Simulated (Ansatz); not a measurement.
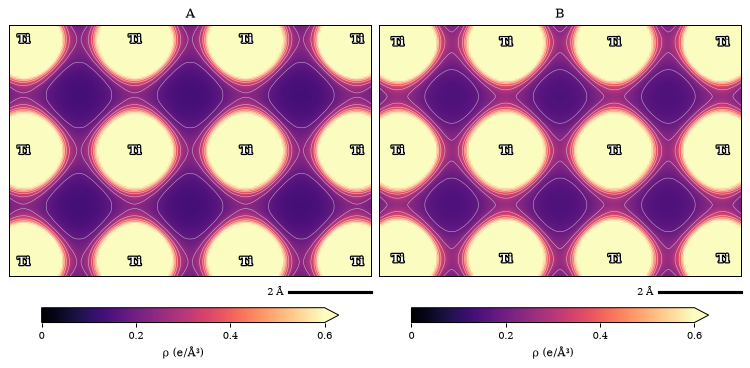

Ti. The valence pseudo-density of two cells that differ in size, on the (001) plane of each (indices in the axes of the calculation cell), at one length scale and on one colour scale; one has 18.5 and the other 20.0 Å³ an atom.

Level of theory: DFT, PBE, plane waves (420 eV) with PAW, scalar-relativistic (Ansatz).

The density is the valence pseudo-density of a PAW calculation; it isn't the true density close to the nuclei.

> Which is the denser cell? Describe the effect of the change.

Panel B is the smaller cell, by 7 % in volume. From the larger cell to the smaller, Ti–Ti goes from 2.71 to 2.64 Å, and the density at its midpoint from 0.24 to 0.26 e/Å³; the pressure goes from −5 to −0.1 GPa.
